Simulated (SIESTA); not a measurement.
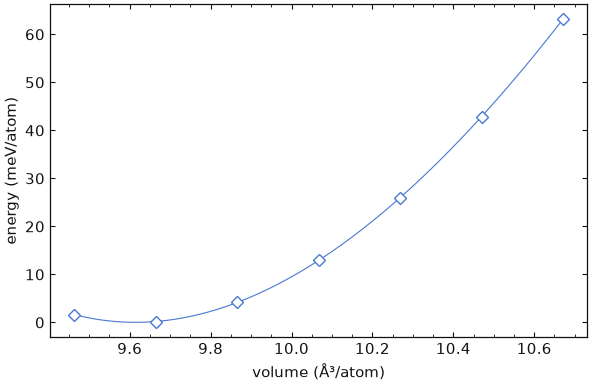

The plot gives the computed energy against volume for FeO, space group R-3m (No. 166).

Structure:
```xyz
2
Lattice="1.5188 0.8769 2.5196 -1.5188 0.8769 2.5196 0.0000 -1.7538 2.5196" Properties=species:S:1:pos:R:3 pbc="T T T"
Fe    0.0000    0.0000    0.0000
O     0.0000    0.0000    3.7794
```

Calculation (SIESTA 5.4.2): DFT in numerical atomic orbitals with pseudopotentials, collinear spins; energies at scaled volumes of the given cell, shape and fractions fixed, counted from the fit's minimum, third-order Birch-Murnaghan fit. Level: PBEsol, collinear spin.

k mesh 8×8×8; occupations Fermi–Dirac; smearing width 0.05 eV; potentials PseudoDojo 0.4 standard, converted to PSML, two zetas on semicore shells; program settings basis DZP, mesh cutoff 800 Ry.

This calculation gives: equilibrium volume 9.61 Å³/atom and bulk modulus 211 GPa.

Now Fe is replaced by Co on all its sites, which gives CoO in the same structure. Predict the effect.

The equilibrium volume falls from 9.61 to 9.12 Å³/atom (−5.1 %) and the bulk modulus falls from 211 to 186 GPa (−12 %).

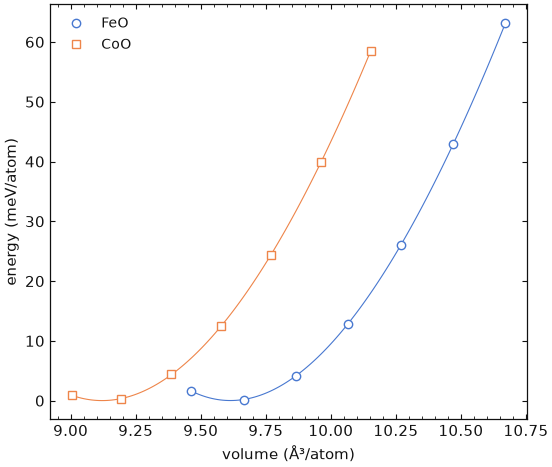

The two results together.

For both, limits of the calculation: mulliken charges of long orbitals; short basis over semicore shells; shape and atomic fractions are frozen while scaling, which makes layered, chain and framework solids too stiff.

V0 and the bulk modulus come from third-order Birch–Murnaghan fits.
